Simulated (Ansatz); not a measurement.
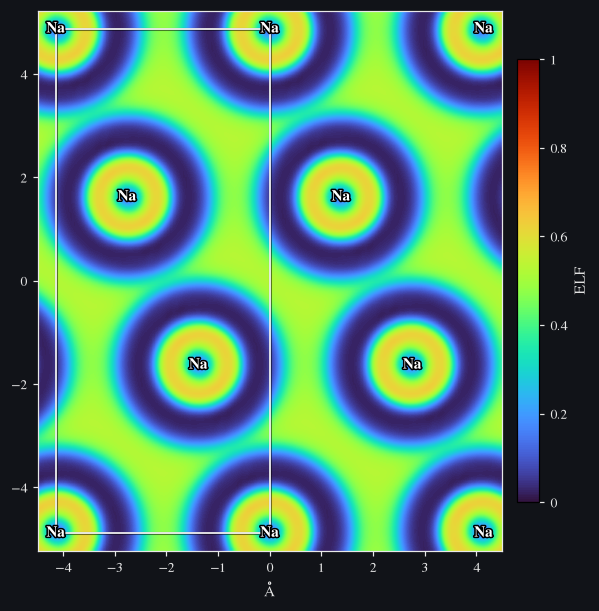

Figure 1: Na. Electron localisation function on the (110) plane of the conventional cell.

Space group R-3m; computed without spin polarisation.

The calculation used DFT PBEsol, scalar-relativistic, plane waves, PAW (Ansatz).

```cif
data_structure
_symmetry_space_group_name_H-M 'P 1'
_symmetry_Int_Tables_number 1
_cell_length_a 5.6360
_cell_length_b 5.6360
_cell_length_c 4.1416
_cell_angle_alpha 90.000
_cell_angle_beta 90.000
_cell_angle_gamma 120.000
_cell_volume 113.93
loop_
_atom_site_label
_atom_site_type_symbol
_atom_site_fract_x
_atom_site_fract_y
_atom_site_fract_z
_atom_site_occupancy
Na1 Na 0.00000 0.00000 0.00000 1
Na2 Na 0.66667 0.33333 0.33333 1
Na3 Na 0.33333 0.66667 0.66667 1
```

Describe what can be read from this map.

The section cuts through Na sites.
Na–Na (3.53 Å): the ELF is about 0.35 at the midpoint.
The features right at Na lie inside the PAW spheres, where the map follows smoothed inner orbitals and isn't to be read closely.

Does the calculation make it a metal, or give it a gap?

It is gapless in this calculation (a metal or semimetal).
